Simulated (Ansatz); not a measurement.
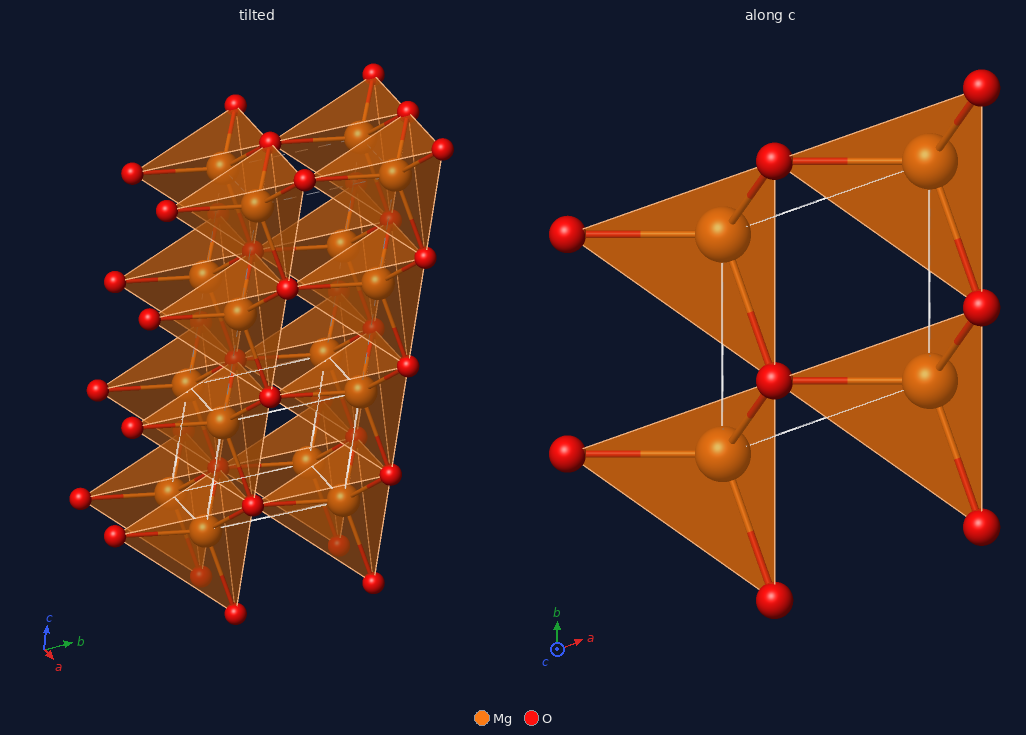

An orthographic polyhedral view of the structure, slightly off an axis and along the c axis. 1×1×3 cells are drawn; the solid outline is the simulation cell. Some atoms of the next cells are drawn as well.

Input used:
```yaml
crystal:
  lattice:
    - [0.0, 2.418469601, 2.418469601]
    - [2.418469601, 0.0, 2.418469601]
    - [2.418469601, 2.418469601, 0.0]
  atoms:
    - { symbol: Mg, position: [0.0, 0.0, 0.0] }
    - { symbol: O, position: [0.25, 0.25, 0.25] }
kpoints:
  mp_grid: { grid: [6, 6, 6] }
  band_path:
    path:
      - [0.0, 0.0, 0.0]
      - [-0.5, -0.5, 0.0]
      - [-0.375, -0.375, 0.25]
      - [-0.375, 0.0, 0.375]
      - [0.0, 0.0, 0.5]
      - [-0.5, -0.25, 0.25]
    npoints: 1
hamiltonian:
  xc: hse06
scf:
  occupations: { method: fixed }
  n_extra_bands: 4
output:
  forces: true
  stress: true
  eigenvalues: true
```

Computed with Ansatz 0.2.0, DFT, HSE06, plane waves, PAW. Settings: a basis cut at 420 eV, a 6×6×6 mesh of k-points, no spin polarisation.

Predict the gap.

Answer. An insulator at this level, with a gap of 4.25 eV, direct.

Which way would the volume go on relaxing?

Answer. The computed pressure is -15.5 GPa (stretched: it would shrink).

Origin of the cell: a structure type filled with these elements by a generator (whether the compound takes this form wasn't checked). The cell was then strained or its atoms displaced on purpose. An electronic-structure calculation with Ansatz was run on it.

At this level of theory the cell isn't at rest (stretched, at -15 GPa), so its distances can differ from those at equilibrium, the more so the softer the solid.
